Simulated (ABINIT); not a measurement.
Sr

Input

```
# Pseudopotentials
pp_dirpath "./"
pseudos "Sr.GGA_PBE-JTH.xml"

# Structure
acell 3*1.0
rprim
    -7.0040020633     7.0040020633     3.8189030541
     7.0040020633    -7.0040020633     3.8189030541
     7.0040020633     7.0040020633    -3.8189030541
ntypat 1
znucl 38
natom 2
typat 1 1
xred
     0.0000000000     0.0000000000     0.0000000000
     0.7500000000     0.2500000000     0.5000000000

# Plane-wave basis
ecut 15.0
pawecutdg 30.0
pawxcdev 0

# k points
kptopt 1
ngkpt 8 8 8
nshiftk 1
shiftk 0.0 0.0 0.0

# Exchange and correlation
ixc 11

# Bands and occupations
nband 14
occopt 3
tsmear 0.00183747

# SCF cycle
nstep 100
tolvrs 1.0e-9

# Output
iomode 3
prtwf 0
prteig 0
prtebands 0
enunit 2
prtden 1
prtvha 1
prtvclmb 1
prtpot 1
```

Launched as:

```sh
abinit run.abi > log 2>&1
```

Below, planes, directions and counts refer to the conventional cell (a = 7.41 Å, b = 7.41 Å, c = 4.04 Å, α = 90.00°, β = 90.00°, γ = 90.00°).

Space group I4₁/amd; a structure from a database of computed crystals, not necessarily the ambient phase.

Method: Kohn-Sham DFT of a periodic cell, PBE, JTH PAW PBE v2.0 in ABINIT.

Question: Predict the valence pseudo-density between the atoms.

Answer: Sr–Sr (4.04 Å): the density is about 0.04 e/Å³ at the midpoint.

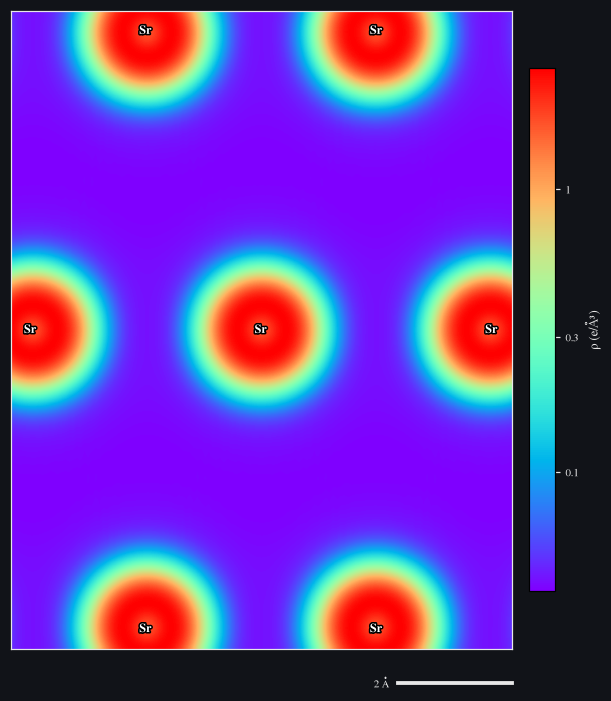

Computed valence pseudo-density on the (110) plane of the conventional cell. 

In a PAW calculation such maps are meaningful between the atoms, not at the nuclei.
